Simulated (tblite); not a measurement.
## Single-point calculation, with input and output: ZrS2

- system: ZrS2 (3 atoms in the cell)
- method: with the settings of its input (tblite 0.8.0)

The structure derives from a Materials Project entry. Some settings of this run were made unusual or wrong on purpose. The geometry comes from this level: r2scan-rvv10.

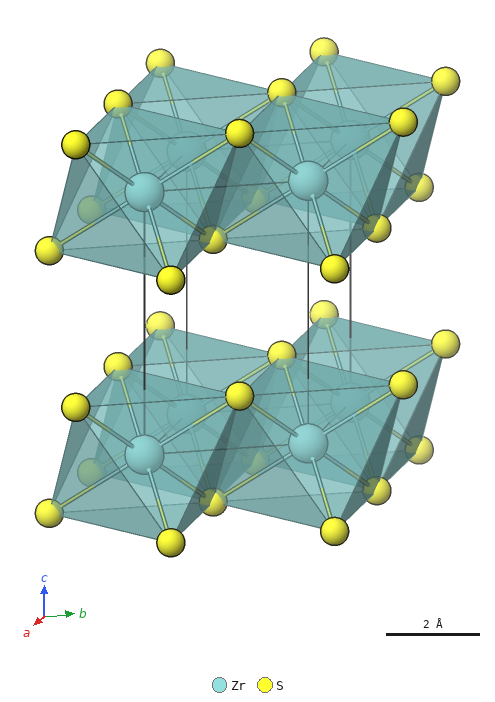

The structure (polyhedral view of the cell of the calculation, seen slightly off an axis; polyhedra are completed across the faces of the cell).

### The input
```python
import json
from ase import Atoms
from ase.build import make_supercell
from ase.units import Bohr, GPa, Hartree
from tblite.interface import Calculator

atoms = Atoms(['Zr', 'S', 'S'],
              cell=[[3.67436193, 0.0, 0.0], [-1.83718096, 3.18209077, 0.0], [0.0, 0.0, 5.8571358]],
              scaled_positions=[[0.0, 0.0, 0.0], [0.666666667, 0.333333333, 0.753764822], [0.333333333, 0.666666667, 0.246235178]],
              pbc=True)
cluster = make_supercell(atoms, [[1, 0, 0], [0, 1, 0], [0, 0, 1]])
calc = Calculator('GFN1-xTB', cluster.numbers, cluster.positions / Bohr, lattice=cluster.cell[:] / Bohr, periodic=cluster.pbc)
calc.set('temperature', 0.02 / Hartree)
calc.set('max-iter', 150)
res = calc.singlepoint()
levels = res.get('orbital-energies') * Hartree
nv = round(res.get('orbital-occupations').sum() / 2)
cells = len(cluster) // len(atoms)
out = {'energy_per_cell': res.get('energy') * Hartree / cells, 'homo': levels[nv - 1], 'lumo': levels[nv],
       'stress': (-res.get('virial') * Hartree / cluster.get_volume() / GPa).tolist(), 'charges': res.get('charges')[:len(atoms)].tolist(), 'electrons': 2 * nv / cells}
json.dump(out, open('results.json', 'w'))
for key, value in out.items():
    print(key, value)
```

Machine: 1 thread of Arm Neoverse V2, 128 GiB of memory available, shared host.

Command:
```bash
python run.py
```

### Output
```
------------------------------------------------------------
  cycle        total energy    energy error   density error
------------------------------------------------------------
      1     -7.288929819688  -7.2938649E+00   1.1126981E+00
      2      5.271805688428   1.2560736E+01   3.5117197E+00
      3     -8.063056473077  -1.3334862E+01   7.2951446E-01
      4     -8.599191490915  -5.3613502E-01   2.0108966E-01
      5     -8.616465992774  -1.7274502E-02   1.4276602E-01
      6     -8.641893901408  -2.5427909E-02   1.2359812E-02
      7     -8.640542830578   1.3510708E-03   3.6784951E-02
      8     -8.641509383245  -9.6655267E-04   2.3347229E-02
      9     -8.638788818487   2.7205648E-03   5.3023428E-02
     10     -8.641225874198  -2.4370557E-03   2.7916963E-02
     11     -8.641903783921  -6.7790972E-04   1.4548597E-02
     12     -8.641508332943   3.9545098E-04   2.3265036E-02
     13     -8.642131320022  -6.2298708E-04   4.5633549E-03
     14     -8.642152701301  -2.1381279E-05   1.7300685E-03
     15     -8.642156239914  -3.5386132E-06   1.8894587E-04
     16     -8.642156282889  -4.2974563E-08   7.7399744E-06
------------------------------------------------------------

 total:                                   0.126 sec
energy_per_cell -235.16505069659559
homo -11.404811173528008
lumo -11.269883542659816
stress [[10.391910262317838, -4.067002355544577e-05, 3.981566956253479e-06], [-4.0670023554779263e-05, 10.391863557282432, 3.4779207938034884e-06], [3.981566954926449e-06, 3.47792079402167e-06, 18.820932711791123]]
charges [0.6670765917353121, -0.33354005899878053, -0.3335365327365759]
electrons 16.0
```

### Outcome

- outcome: converged
- space group (tolerance 0.01 Å): P-3m1 (164)
- electrons treated: 16
- total energy: −235.1651 eV
- band gap: 0.13 eV
- pressure: 13.20 GPa
- wall time: 0.65 s
- peak memory: 0.096 GiB

### What went wrong

Some settings of this run were drawn to be unusual or wrong. It converged; results that depend on the unusual settings are not reference values.
